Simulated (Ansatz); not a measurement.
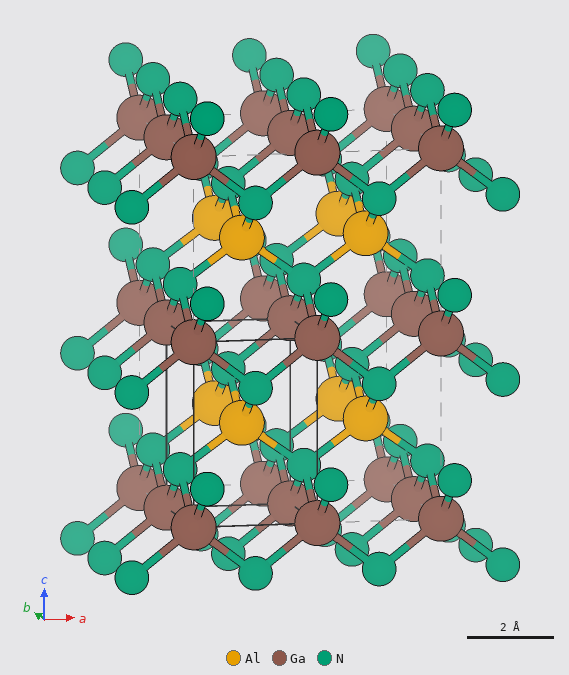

Ball-and-stick representation of a periodic structure, projected slightly off an axis. A block of 2×2×2 cells is shown, with one simulation cell in solid outline. Some neighbours outside the box are added.

The calculation's input:
```yaml
crystal:
  lattice:
    - [2.9595221457, 0.0, 0.0]
    - [0.0, 2.9595221457, 0.0]
    - [0.0, 0.0, 4.3843301683]
  atoms:
    - { symbol: Al, position: [0.5, 0.5, 0.5] }
    - { symbol: Ga, position: [0.0, 0.0, 0.0] }
    - { symbol: "N", position: [0.5, 0.0, 0.7400513246] }
    - { symbol: "N", position: [0.0, 0.5, 0.2599486754] }
basis:
  ecutwfc: 420
kpoints:
  mp_grid: { grid: [8, 8, 6] }
hamiltonian:
  xc: lda
scf:
  occupations: { method: gaussian, width: 0.05 }
output:
  forces: true
  stress: true
  eigenvalues: true
```
Run as:
```sh
ansatz run input.yaml --threads 2 --pin off --max-ram 5120MiB --backend cpu --events-out ev --progress --plain --runs-dir out
```

Computational set-up: DFT LDA, scalar-relativistic, plane waves, PAW (Ansatz 0.2.0), a kinetic-energy cutoff of 420 eV, Brillouin-zone sampling on an 8×8×6 mesh, Gaussian smearing of 0.05 eV, no spin polarisation.

Q: Is the electronic structure metallic or gapped?

A: An insulator at this level, with a gap of 3.10 eV on the k-mesh (the true edges may lie between mesh points, so the gap can be somewhat smaller).

Q: What is the computed pressure?

A: The computed pressure is 25.9 GPa (compressed: it would expand). The stress isn't hydrostatic: its largest component is 28.4 GPa.

Provenance: a structure listed in the Materials Project. The cell was then strained or its atoms displaced on purpose. It was the input of a calculation with Ansatz.

At this level of theory the run's own cell isn't at rest (compressed, at 26 GPa), so its distances can differ from those at equilibrium, the more so the softer the solid.
